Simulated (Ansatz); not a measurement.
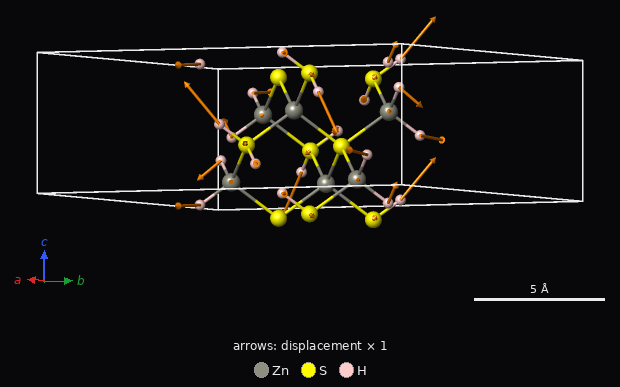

This is a relaxation of a wire of composition Zn$_{3}$H$_{8}$S$_{3}$. The starting structure is drawn; orange arrows show the displacements (the part carried along by the change of the cell is left out), at their true length.

Style: ball-and-stick. Shown: the cell of the calculation, with the vacuum cut short (origin shifted), from a free direction.

Case: wire along [0 0 1], 12 atoms a period, capped with H.

These are results of DFT PBE, scalar-relativistic, plane waves, PAW in Ansatz, not measurements. Settings: plane-wave cutoff 420 eV; k-point mesh 1 × 1 × 6; occupations gaussian; smearing width 0.05 eV; no spin polarisation; cell relaxed at fixed a, b, alpha, beta, gamma; force threshold 0.02 eV/Å; at most 45 steps.

Describe the change and its energy.

The largest moves relative to the centre of the atoms, 2.16 Å, are those of H atoms. By element the largest moves are H 2.16 Å, S 0.27 Å, Zn 0.16 Å. Along the periodic axis the drawn cell goes c 5.443 → 5.476 Å (+0.6 %). Among the contacts that change: H–H 3.087 → 0.752 Å, H–S 1.350 → 3.289 Å, H–Zn 1.550 → 3.265 Å, S–Zn 2.357 → 2.384 Å. New bonds form, among them: H–H (3.09 → 0.75 Å). Bonds break, among them: H–S (1.35 → 3.29 Å), H–Zn (1.55 → 3.26 Å). Bond angles that change, for instance: S–Zn–H 109.5° → 125.1°, S–Zn–H 109.5° → 123.5°, Zn–S–H 109.5° → 96.7°. The energy falls by 11.390 eV per cell of the calculation in 32 accepted moves (33 points after the start). Largest force component: 1.7 eV/Å at the start, 0.0066 eV/Å at the end. The SCF was repeated once at an unchanged geometry on a basis and grid sized afresh for the cell, which shifted the energy by 1.8 meV per cell of the calculation at most. Cost: 17 min on 4 threads of Arm Neoverse V1, on a shared host, peak memory 2.5 GiB.
